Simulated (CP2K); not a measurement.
## BN: 6 runs along one coordinate

System: BN (F-43m, 2 atoms in the cell).
Method: Kohn-Sham DFT of a periodic cell, r2SCAN, GTH-SCAN with UZH-TZVP basis, no spin polarisation (CP2K 2026.2).

The 6 runs differ only in the geometry, by an even scaling of the cell at fixed fractional positions. The structure derives from a Materials Project entry.

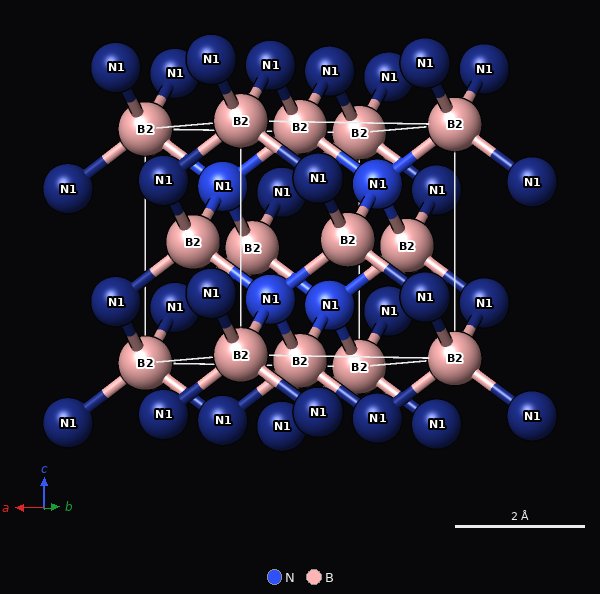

Figure 1. The structure of run 4 (ball-and-stick view of the cell 4 times as large as that of the calculation, set on its symmetry axes, seen at an oblique angle; neighbours outside the cell are drawn fainter; atoms are numbered from 1 in the order of the input). An atom can appear more than once, as a periodic image.

**Input of run 4**
```
&GLOBAL
  PROJECT bn_eos
  RUN_TYPE ENERGY_FORCE
  PRINT_LEVEL LOW
&END GLOBAL
&FORCE_EVAL
  METHOD QS
  STRESS_TENSOR ANALYTICAL
  &DFT
    BASIS_SET_FILE_NAME BASIS_MOLOPT_UZH
    POTENTIAL_FILE_NAME POTENTIAL_UZH
    WFN_RESTART_FILE_NAME previous-RESTART.kp
    &MGRID
      CUTOFF 675
      REL_CUTOFF 60
      NGRIDS 5
    &END MGRID
    &QS
      METHOD GPW
      EPS_DEFAULT 1.0E-10
    &END QS
    &KPOINTS
      SCHEME MONKHORST-PACK 13 13 13
      GAMMA_CENTERED T
      SYMMETRY T
      SYMMETRY_BACKEND SPGLIB
    &END KPOINTS
    &SCF
      SCF_GUESS RESTART
      EPS_SCF 1.0E-6
      MAX_SCF 100
      ADDED_MOS 10
      CHOLESKY OFF
      EPS_EIGVAL 1.0E-7
      &DIAGONALIZATION ON
        ALGORITHM STANDARD
      &END DIAGONALIZATION
      &MIXING ON
        METHOD BROYDEN_MIXING
        ALPHA 0.4
        BETA 1.5
        NBUFFER 8
      &END MIXING
      &SMEAR ON
        METHOD FERMI_DIRAC
        ELECTRONIC_TEMPERATURE [K] 580.226
      &END SMEAR
    &END SCF
    &XC
      &XC_FUNCTIONAL
        &MGGA_X_R2SCAN
        &END MGGA_X_R2SCAN
        &MGGA_C_R2SCAN
        &END MGGA_C_R2SCAN
      &END XC_FUNCTIONAL
    &END XC
    &PRINT
      &KPOINTS ON
      &END KPOINTS
      &MULLIKEN ON
      &END MULLIKEN
      &MO ON
        ENERGIES T
        OCCUPATION_NUMBERS T
        &EACH
          QS_SCF 0
        &END EACH
        ADD_LAST NUMERIC
      &END MO
    &END PRINT
  &END DFT
  &SUBSYS
    &CELL
      ABC 2.5809510354 2.5809510354 2.5809510355
      ALPHA_BETA_GAMMA 59.9999999993 60.0000000008 60.0000000002
      PERIODIC XYZ
    &END CELL
    &COORD
      N   1.2904755177 0.7450563876 0.5268344240
      B   0.0000000000 0.0000000000 0.0000000000
    &END COORD
    &KIND N
      BASIS_SET TZVP-MOLOPT-SCAN-GTH-q5
      POTENTIAL GTH-SCAN-q5
    &END KIND
    &KIND B
      BASIS_SET TZVP-MOLOPT-SCAN-GTH-q3
      POTENTIAL GTH-SCAN-q3
    &END KIND
    &PRINT
      &ATOMIC_COORDINATES ON
      &END ATOMIC_COORDINATES
      &CELL ON
      &END CELL
    &END PRINT
  &END SUBSYS
  &PRINT
    &FORCES ON
    &END FORCES
    &STRESS_TENSOR ON
    &END STRESS_TENSOR
  &END PRINT
&END FORCE_EVAL
```

Command:
```bash
OMP_NUM_THREADS=1 cp2k.psmp -i bn_eos.inp -o bn_eos.out
```

Lattice vectors (Å) and fractional positions of run 4:
```
   2.580951    0.000000    0.000000
   1.290476    2.235169    0.000000
   1.290476    0.745056    2.107338
N   0.250000  0.250000  0.250000
B   0.000000  0.000000  0.000000
```

Run 2 has the same physical settings and fractional positions; its lattice vectors (Å) are:
```
   2.529318    0.000000    0.000000
   1.264659    2.190454    0.000000
   1.264659    0.730151    2.065180
```

**Results, with one run withheld**

```tsv
run	volume per atom (Å³)	free energy per atom, from the lowest run given (meV)	pressure (GPa)	gap on the mesh (eV)
1	5.602	17.13	20.72	5.15
2	5.721	?	?	?
3	5.840	0.00	2.87	5.09
4	6.078	7.10	−11.95	5.03
5	6.198	18.41	−18.38	5.00
6	6.317	34.29	−24.23	4.97
```

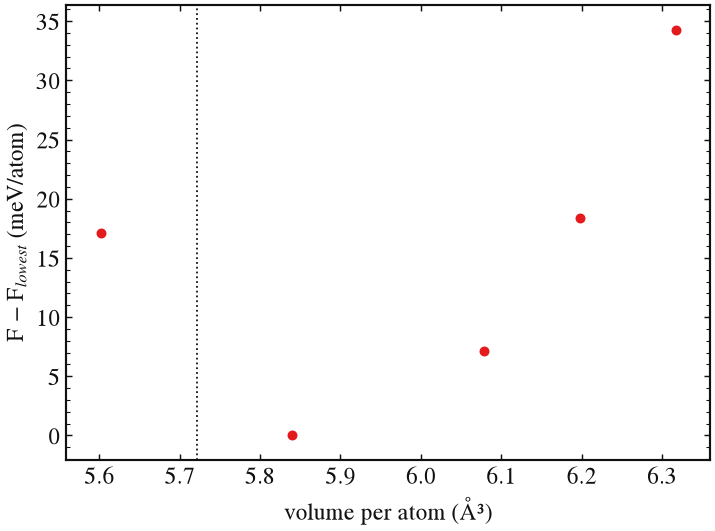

Figure 2. Free energy per atom of the runs given; the dotted line marks run 2.

Fit the runs given and predict run 2.

A cubic polynomial in V^(−2/3) (the Birch–Murnaghan form), fitted to the 5 runs given, misses them by at most 0.03 meV per atom. With x = V^(−2/3) − 0.30293 Å⁻², it reads F = 2.2618 − 1340.9 x + 1.7098e+05 x² − 82564 x³ (meV per atom). At run 2 it gives 5.25 meV per atom, and the run itself gives 5.24. The slope of the fit gives a pressure −dF/dV of 11.38 GPa there, and the run prints 11.37 GPa. The fit has its minimum at 5.883 Å³ per atom, where V d²F/dV² gives 388 GPa: the bulk modulus at this level, since symmetry fixes the shape and the positions. The gap on the mesh goes, without turning, from 5.15 eV in run 1 to 4.97 eV in run 6; run 2 has 5.12 eV. These are gaps of this functional on this mesh, which can miss the band edges; they aren't the measured gap.

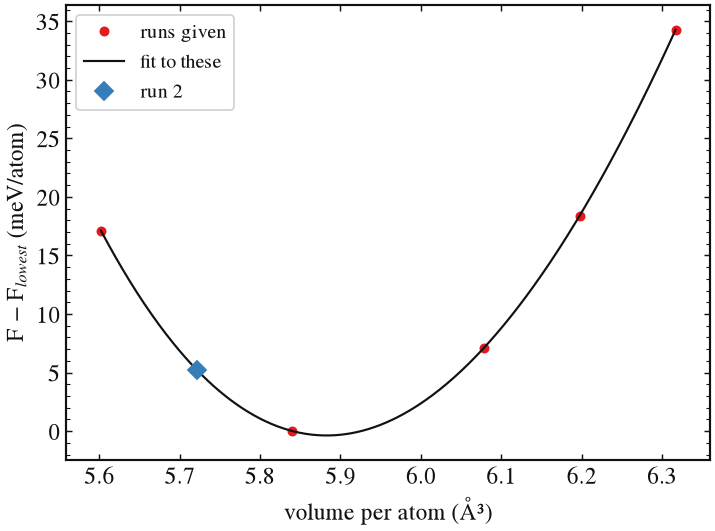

Figure 3. The fit and the withheld run.

**Some lines of the output (run 2)**
```
[...]
 MO| Band gap:            0.487578 a.u.         13.267667 eV
 MO| Band gap:            0.489722 a.u.         13.326014 eV
 MO| Band gap:            0.471115 a.u.         12.819681 eV
 MO| Band gap:            0.450162 a.u.         12.249518 eV
 MO| Band gap:            0.424924 a.u.         11.562779 eV
 MO| Band gap:            0.396388 a.u.         10.786271 eV
 MO| Band gap:            0.380885 a.u.         10.364397 eV
 MO| Band gap:            0.392738 a.u.         10.686942 eV
 MO| Band gap:            0.418908 a.u.         11.399078 eV
 MO| Band gap:            0.441909 a.u.         12.024962 eV
 MO| Band gap:            0.459970 a.u.         12.516430 eV
 MO| Band gap:            0.477466 a.u.         12.992510 eV
 MO| Band gap:            0.494165 a.u.         13.446921 eV
 MO| Band gap:            0.491547 a.u.         13.375666 eV
```
